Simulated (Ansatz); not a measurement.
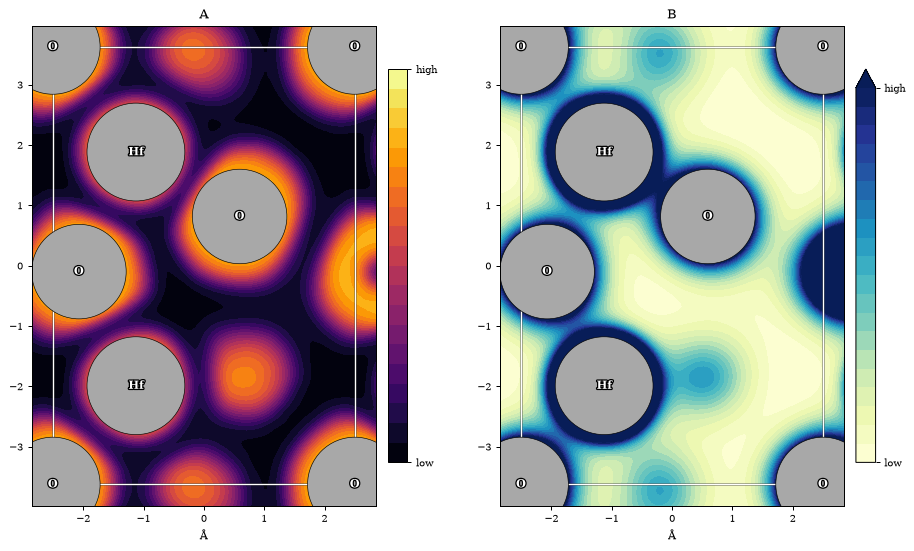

HfO₂: 2 fields on the (101) plane of the conventional cell, with unlabelled colour scales. Grey discs cover the atomic cores.

Space group Pca2₁; a structure from a database of computed crystals, not necessarily the ambient phase; computed pressure about 9 GPa in this cell.

These are results of Kohn-Sham DFT of a periodic cell, PBE, Ansatz PAW (Ansatz), not measurements.

Q: Which field does each panel show? The fields are: electron localisation function and valence pseudo-density.

A: Panel A: electron localisation function. Panel B: valence pseudo-density. From the grid: Hf–O (2.03 Å): ρ is about 0.9 e/Å³ halfway; the ELF peaks at about 0.85 in the valence shell of O, 0.6 Å from its nucleus, and drops to about 0.20 between the two atoms (no shared electron pair shows on this line). Hf–O (2.11 Å): ρ is about 0.71 e/Å³ halfway; the ELF peaks at about 0.85 in the valence shell of O, 0.6 Å from its nucleus, and drops to about 0.20 between the two atoms (no localised pair shows between them).
